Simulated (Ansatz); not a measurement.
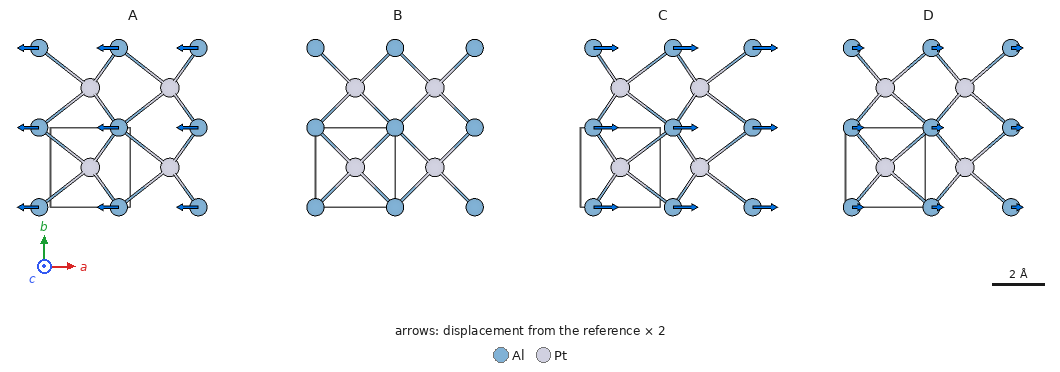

Solid AlPt (Pm-3m): the whole Al sublattice is shifted rigidly, towards the nearest copy of atom 1 (Al) at 3.092 Å, all else fixed. Style: ball-and-stick. Shown: the cell of the calculation, repeated 2 × 2 × 3 with one cell outlined, along the c axis. Blue arrows: displacements from the reference.

These are results of DFT PBEsol, scalar-relativistic, plane waves, PAW (Ansatz), not measurements. Set-up: plane-wave cutoff 420 eV; k-point mesh 16 × 16 × 16; occupations gaussian; smearing width 0.15 eV; no spin polarisation. Energies (free energies at the smearing named) are counted from the cell as listed in its source, which wasn't relaxed.

> Order these geometries by energy, lowest first.

Lowest first: B (the displacement 0.00 Å, 0 meV/cell), D (the displacement −0.25 Å, 115 meV/cell), A (the displacement 0.4375 Å, 367 meV/cell), C (the displacement −0.50 Å, 485 meV/cell). Over the whole scan: the lowest computed point lies at the displacement 0.00 Å (0 meV/cell). The end points stand at 485 meV/cell (−0.50 Å) and 485 meV/cell (0.50 Å). The curvature at zero is about 3.7 eV/Å² per cell. The well is symmetric. At the highest point the shortest interatomic distance is 2.42 Å, against 2.68 Å in the reference. The distortion takes the space group from Pm-3m to P4mm.
